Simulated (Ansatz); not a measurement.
## Run report: Al3Ru4, single-point calculation (part 2 of 2)

Continued. System: Al3Ru4 (slab, 28 atoms in the cell). Method: DFT, PBE, dispersion d3bj, plane waves, PAW, no spin polarisation (Ansatz 0.2.0); cutoff 420 eV, 5×5×1 k-mesh, Gaussian smearing of 0.1 eV. The structure derives from an entry of the Crystallography Open Database.

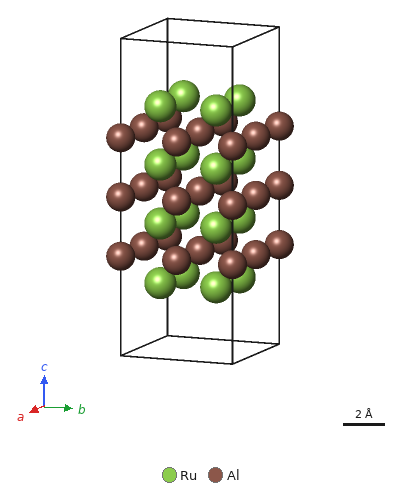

Figure 1. The structure as given in the input (spheres-only view of the cell of the calculation, with the vacuum cut short, seen slightly off an axis). An atom can appear more than once, as a periodic image.

**Log, continued**
```
  k-point 0: bands = ["-67.4324", "-67.4155", "-67.4155", "-67.4095", "-67.3990", "-67.3928", "-67.3928", "-67.3763", "-67.3063", "-67.3023", "-67.2902", "-67.2902", "-67.2862", "-67.2862", "-67.2744", "-67.2703", "-37.6009", "-37.5841", "-37.5841", "-37.5739", "-37.5739", "-37.5603", "-37.5603", "-37.5568", "-37.5568", "-37.5505", "-37.5344", "-37.5344", "-37.4856", "-37.4625", "-37.4625", "-37.4411", "-37.4328", "-37.4328", "-37.4325", "-37.4325", "-37.4095", "-37.4095", "-37.4095", "-37.4095",
      "-37.3630", "-37.3630", "-37.3439", "-37.3439", "-37.3423", "-37.3423", "-37.3309", "-37.3231", "-37.3231", "-37.3183", "-37.3107", "-37.3107", "-37.2990", "-37.2990", "-37.2914", "-37.2801", "-37.2272", "-37.2272", "-37.2258", "-37.2258", "-37.2099", "-37.2099", "-37.2083", "-37.2083", "-4.9938", "-3.9551", "-2.3673", "-1.5957", "-1.5957", "-1.5331", "-1.2899", "-1.2899", "-1.1567", "-1.1567", "-1.1124", "-1.1124", "-0.9006", "-0.8937", "-0.1844", "-0.1844",
      "-0.0983", "-0.0983", "0.4680", "0.5983", "0.6354", "0.6556", "0.6556", "0.8487", "1.1122", "1.1122", "1.1924", "1.2183", "1.3753", "1.5524", "1.5524", "1.6444", "1.7534", "1.7534", "1.7547", "1.7894", "1.7894", "1.8292", "2.3147", "2.3147", "2.7912", "2.7912", "2.7961", "2.8243", "2.8243", "2.8469", "2.8469", "2.8621", "2.8621", "2.9277", "2.9277", "2.9322", "2.9322", "3.0476", "3.0476", "3.3067",
      "3.3067", "3.3542", "3.3542", "3.5627", "3.5627", "3.6513", "3.6513", "3.7258", "3.7258", "3.9446", "3.9446", "4.3482", "4.3482", "4.3842", "4.3958", "4.4096", "4.4096", "4.4569", "4.4673", "4.4673", "4.6222", "4.6354", "4.6354", "4.6799", "4.6799", "4.7593", "4.8442", "4.8442", "4.9138", "4.9138", "5.0991", "5.1415", "5.5147", "5.5147", "5.7483", "5.8043", "5.8043", "5.9951", "6.0497", "6.2278",
      "6.2406", "6.5692", "6.5692", "6.6259", "6.6259", "6.7329", "6.7329", "7.2550", "7.9243", "8.0714", "8.5158", "8.5158", "8.7473", "8.8793", "8.8804", "8.8804"]
  k-point 1: bands = ["-67.4308", "-67.4171", "-67.4139", "-67.4080", "-67.4006", "-67.3944", "-67.3912", "-67.3779", "-67.3048", "-67.3008", "-67.2918", "-67.2887", "-67.2877", "-67.2846", "-67.2759", "-67.2718", "-37.5984", "-37.5814", "-37.5765", "-37.5717", "-37.5632", "-37.5594", "-37.5578", "-37.5528", "-37.5398", "-37.5369", "-37.5367", "-37.5145", "-37.4834", "-37.4647", "-37.4604", "-37.4431", "-37.4306", "-37.4303", "-37.4133", "-37.4131", "-37.4118", "-37.4117", "-37.3907", "-37.3905",
      "-37.3844", "-37.3645", "-37.3635", "-37.3612", "-37.3457", "-37.3435", "-37.3405", "-37.3290", "-37.3249", "-37.3165", "-37.3126", "-37.3089", "-37.3009", "-37.2972", "-37.2932", "-37.2819", "-37.2471", "-37.2459", "-37.2292", "-37.2277", "-37.2256", "-37.2242", "-37.2115", "-37.2100", "-4.8046", "-3.7862", "-2.3275", "-2.2589", "-1.7965", "-1.6106", "-1.4982", "-1.4735", "-1.2264", "-1.1189", "-0.9523", "-0.8656", "-0.7005", "-0.3448", "-0.0222", "-0.0192",
      "0.0336", "0.2407", "0.4604", "0.6687", "0.6915", "0.7176", "0.9148", "0.9418", "1.0353", "1.1060", "1.1610", "1.2459", "1.2741", "1.2916", "1.4798", "1.6672", "1.7881", "1.8104", "1.8392", "1.8460", "1.9354", "1.9781", "2.1876", "2.2303", "2.2395", "2.4492", "2.6184", "2.7341", "2.7961", "2.8184", "2.8191", "2.8408", "2.9133", "2.9559", "2.9684", "2.9785", "2.9928", "3.0805", "3.1736", "3.2459",
      "3.2622", "3.3062", "3.4239", "3.4291", "3.5894", "3.6475", "3.7349", "3.7592", "3.8244", "3.9405", "3.9413", "3.9797", "4.0013", "4.0207", "4.2447", "4.3031", "4.3530", "4.3535", "4.4218", "4.4621", "4.5564", "4.6131", "4.6986", "4.7189", "4.7201", "4.7296", "4.8102", "4.8917", "4.9402", "4.9782", "4.9865", "5.1898", "5.2468", "5.4075", "5.5438", "5.5830", "5.5867", "5.8545", "5.8822", "6.0755",
      "6.3816", "6.3872", "6.6829", "6.7564", "6.8129", "6.8441", "7.0092", "7.3464", "7.8573", "7.9455", "8.2494", "8.5403", "8.6397", "8.9339", "8.9639", "9.0533"]
  k-point 2: bands = ["-67.4266", "-67.4214", "-67.4098", "-67.4047", "-67.4038", "-67.3986", "-67.3871", "-67.3820", "-67.3007", "-67.2968", "-67.2958", "-67.2918", "-67.2848", "-67.2807", "-67.2799", "-67.2758", "-37.5916", "-37.5833", "-37.5746", "-37.5662", "-37.5658", "-37.5586", "-37.5514", "-37.5434", "-37.5084", "-37.4859", "-37.4839", "-37.4777", "-37.4703", "-37.4621", "-37.4551", "-37.4484", "-37.4401", "-37.4248", "-37.4245", "-37.4184", "-37.4181", "-37.4176", "-37.4174", "-37.3967",
      "-37.3622", "-37.3620", "-37.3564", "-37.3505", "-37.3412", "-37.3407", "-37.3357", "-37.3297", "-37.3240", "-37.3176", "-37.3118", "-37.3056", "-37.3042", "-37.2986", "-37.2980", "-37.2978", "-37.2927", "-37.2866", "-37.2793", "-37.2783", "-37.2212", "-37.2198", "-37.2159", "-37.2144", "-4.2563", "-3.4029", "-3.3070", "-2.5973", "-1.9975", "-1.7415", "-1.3369", "-1.2676", "-1.1424", "-1.0416", "-0.8982", "-0.7702", "-0.3930", "-0.1563", "0.3496", "0.3572",
      "0.4061", "0.5131", "0.5984", "0.6246", "0.7685", "0.8012", "0.8955", "0.9037", "0.9885", "1.0089", "1.1402", "1.1784", "1.2599", "1.3504", "1.4299", "1.4877", "1.6967", "1.7754", "1.8739", "2.0605", "2.1019", "2.1091", "2.1816", "2.2428", "2.2729", "2.3881", "2.5019", "2.5422", "2.5751", "2.7586", "2.8430", "2.8615", "2.8789", "2.9347", "2.9857", "3.0211", "3.0657", "3.1218", "3.1497", "3.1910",
      "3.3290", "3.3409", "3.4198", "3.4203", "3.5045", "3.5089", "3.6353", "3.6443", "3.6487", "3.7620", "3.8218", "3.8526", "3.8744", "3.9038", "3.9471", "4.0752", "4.0957", "4.0993", "4.1217", "4.1703", "4.1964", "4.2746", "4.3334", "4.3949", "4.4240", "4.5529", "4.5605", "4.6217", "4.7725", "4.8349", "4.9804", "5.1568", "5.2097", "5.4754", "5.6589", "5.6823", "5.7630", "5.7924", "6.2582", "6.3893",
      "6.6653", "6.6845", "6.7838", "6.8996", "7.0502", "7.2569", "7.2936", "7.3701", "7.4136", "7.5197", "7.5800", "8.4298", "9.0088", "9.1524", "9.1892", "9.3053"]
  k-point 5: bands = ["-67.4208", "-67.4156", "-67.4156", "-67.4105", "-67.3980", "-67.3929", "-67.3929", "-67.3878", "-67.2952", "-67.2912", "-67.2903", "-67.2903", "-67.2862", "-67.2862", "-67.2854", "-67.2813", "-37.5828", "-37.5748", "-37.5748", "-37.5672", "-37.5000", "-37.5000", "-37.4944", "-37.4903", "-37.4777", "-37.4777", "-37.4721", "-37.4700", "-37.4686", "-37.4628", "-37.4628", "-37.4560", "-37.4346", "-37.4305", "-37.4256", "-37.4256", "-37.4126", "-37.4092", "-37.4042", "-37.4042",
      "-37.3550", "-37.3550", "-37.3547", "-37.3547", "-37.3499", "-37.3495", "-37.3470", "-37.3465", "-37.3173", "-37.3109", "-37.3109", "-37.3055", "-37.3047", "-37.2993", "-37.2993", "-37.2931", "-37.2931", "-37.2924", "-37.2906", "-37.2898", "-37.2859", "-37.2859", "-37.2850", "-37.2850", "-3.5778", "-2.8147", "-2.8147", "-2.7251", "-2.2117", "-2.1053", "-2.1053", "-1.6625", "-1.6115", "-1.4004", "-1.4004", "-1.0873", "0.4897", "0.6826", "0.8142", "0.8236",
      "0.9381", "0.9381", "0.9553", "0.9553", "1.0841", "1.0841", "1.1153", "1.2305", "1.2607", "1.2607", "1.3606", "1.4704", "1.5515", "1.5515", "1.5677", "1.7300", "1.7518", "1.7694", "1.8462", "2.0112", "2.0112", "2.0278", "2.1275", "2.1275", "2.6198", "2.6251", "2.6950", "2.6950", "2.7236", "2.7236", "2.8029", "2.8367", "2.9366", "3.0209", "3.0209", "3.0855", "3.1291", "3.1291", "3.1450", "3.2396",
      "3.2396", "3.3401", "3.3486", "3.3486", "3.3487", "3.4065", "3.4352", "3.4352", "3.4828", "3.5056", "3.5151", "3.5151", "3.5398", "3.5813", "3.7202", "3.7319", "3.7445", "3.7445", "3.8180", "3.8782", "3.9172", "3.9172", "3.9229", "3.9340", "3.9662", "3.9920", "4.0163", "4.0163", "4.0178", "4.0800", "4.0800", "4.1714", "4.1714", "4.1794", "4.2397", "4.3446", "5.7413", "6.0273", "6.0273", "6.1926",
      "6.3866", "6.8826", "6.8826", "7.8143", "8.0392", "8.1167", "8.1167", "8.2768", "8.5595", "8.5595", "9.3080", "9.4158", "9.4223", "9.6571", "9.6666", "9.6666"]
```

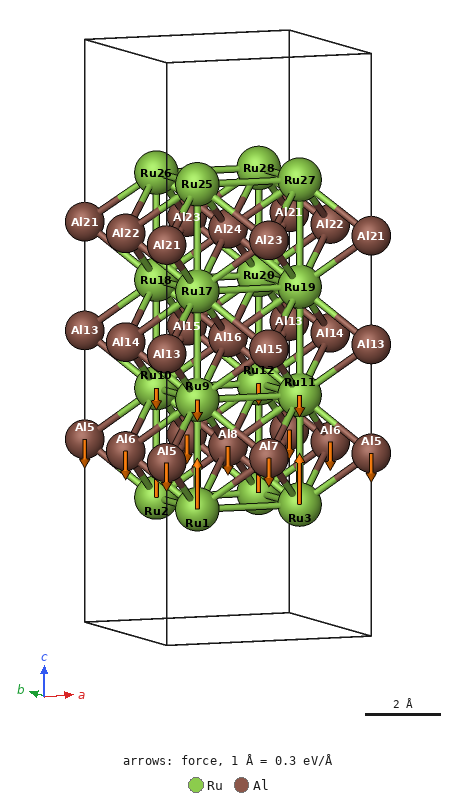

Figure 2. Forces on the atoms as orange arrows (ball-and-stick view of the cell of the calculation, with the vacuum cut short, seen slightly off an axis; atoms are numbered from 1 in the order of the input); the smallest are left out. The largest act on Ru1, Ru2, Ru3, Ru4 (0.42 eV/Å); Al5, Al6, Al7, Al8 (0.24 eV/Å); Ru9, Ru10, Ru11, Ru12 (0.18 eV/Å). The geometry is not a stationary point of this energy.

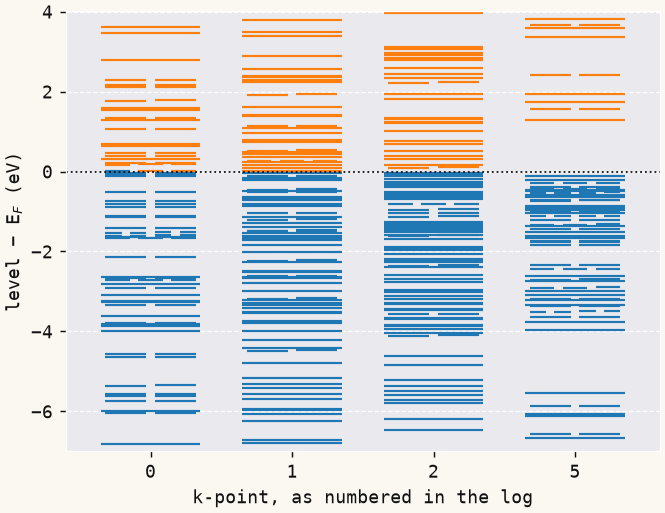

Figure 3. Kohn–Sham levels near the Fermi level (dotted) at the few k-points that the log prints; levels within 0.02 eV of each other stand side by side. The system is metallic on the full mesh.

**Summary**

```csv
quantity,value
outcome,converged
electrons treated,292
free energy,−100520.6607 eV
Fermi energy,4.456 eV
gap on the k-point mesh,none (metallic)
largest force (length of the vector),0.424 eV/Å
wall time,28 s (CPU time 1.8 min)
peak memory,3 GiB
```

**Remarks**

Settings chosen away from the usual ones: scf.lower_state_search set to standard.
